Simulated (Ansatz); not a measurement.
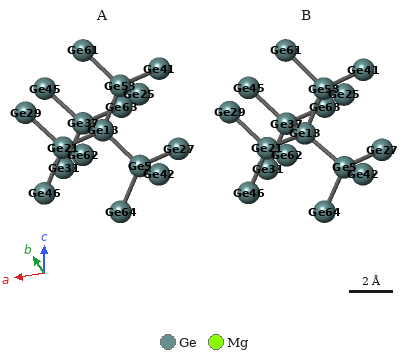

Two geometries of a defect cell of composition Ge₆₄Mg (cell charge +2), drawn at one scale. One is the start of a relaxation, the other its converged end. Style: ball-and-stick. Shown: the atoms within 4.2 Å of the atom that moves most (axes of the cell of the calculation (origin shifted)), from a free direction.

All numbers below come from DFT, PBEsol, PAW, plane waves (Ansatz). Settings: plane-wave cutoff 420 eV; k-point mesh 1 × 1 × 1; mesh shifted by (0.25, 0.25, 0.25); no spin polarisation; atoms relaxed in a fixed cell; force threshold 0.03 eV/Å; at most 80 steps.

Q: Which geometry has the lower energy?

A: Structure B is the relaxed one. After 3 geometry steps the energy has fallen by 1.043 eV per cell of the calculation. Largest force component: 1.5 eV/Å at the start, 0.022 eV/Å at the end. The largest moves, 0.18 Å, are those of Ge13 and Ge16. Ge13 goes along [2 −1 −2]. Largest moves by element: Ge 0.18 Å, Mg 0.05 Å. The cell stays as it was. Near-neighbour distances that change, for instance: Ge53–Ge61 2.407 → 2.539 Å, Ge25–Ge53 2.460 → 2.535 Å, Ge13–Ge21 2.517 → 2.447 Å, Ge21–Ge62 2.503 → 2.450 Å. Bond angles that change, for instance: Ge13–Ge37–Ge31 111.6° → 106.2°, Ge13–Ge5–Ge64 110.7° → 105.6°, Ge5–Ge13–Ge53 112.1° → 107.0°.

Limits of the set-up: the cell is charged, on a uniform background, and energies carry no finite-size correction.
